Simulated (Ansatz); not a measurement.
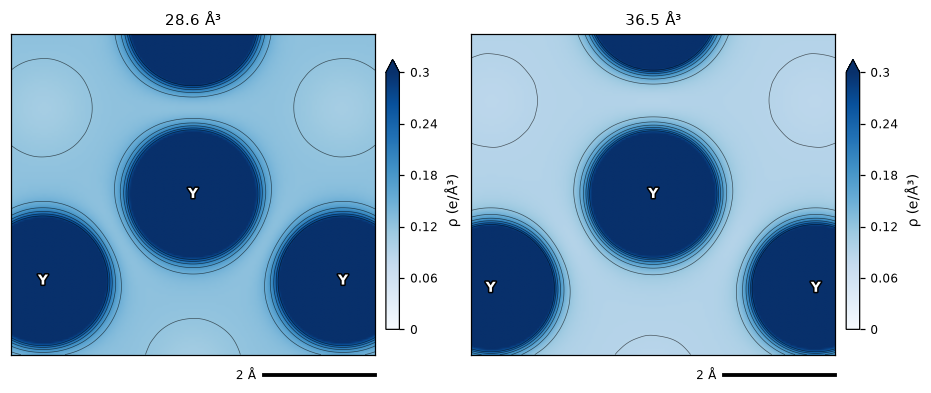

Y. The valence charge density (pseudo) of cells scaled evenly to different volumes (given per atom above each panel), on the (001) plane of each (indices in the axes of the cell below), at one length scale and on one colour scale.

A generated structure, not necessarily the stable one; computed without spin polarisation.

All numbers below come from DFT, PBE, plane waves (420 eV) with PAW, scalar-relativistic in Ansatz.

Core electrons are frozen (PAW), and the valence fields are smoothed inside the atomic spheres.

The largest cell:

```
Y
1.0
     5.86967    0.00000    0.00000
    -2.93484    5.08329    0.00000
     0.00000    0.00000    3.66506
Y
3
Direct
  0.00000 0.00000 0.00000
  0.33333 0.66667 0.50000
  0.66667 0.33333 0.50000
```

| volume (Å³/atom) | Y–Y contact in the plane (Å) | ρ at its midpoint (e/Å³) | pressure (GPa) | 
| --- | --- | --- | --- |
| 28.64 | 3.127 | 0.127 | 6.1 | 
| 31.24 | 3.219 | ? | ? | 
| 36.45 | 3.389 | 0.092 | −3.7 | 

> Estimate the missing row, and compare with the calculation.

Over the known rows ln ρ falls by 1.23 per Å of Y–Y distance (the line through the two), which gives 0.113 e/Å³ at 3.219 Å; the calculation gives 0.112 e/Å³. For the pressure, a straight line in volume between the neighbouring rows gives 2.8 GPa; the calculation gives 1.7, lower because pressure rises ever faster on compression.
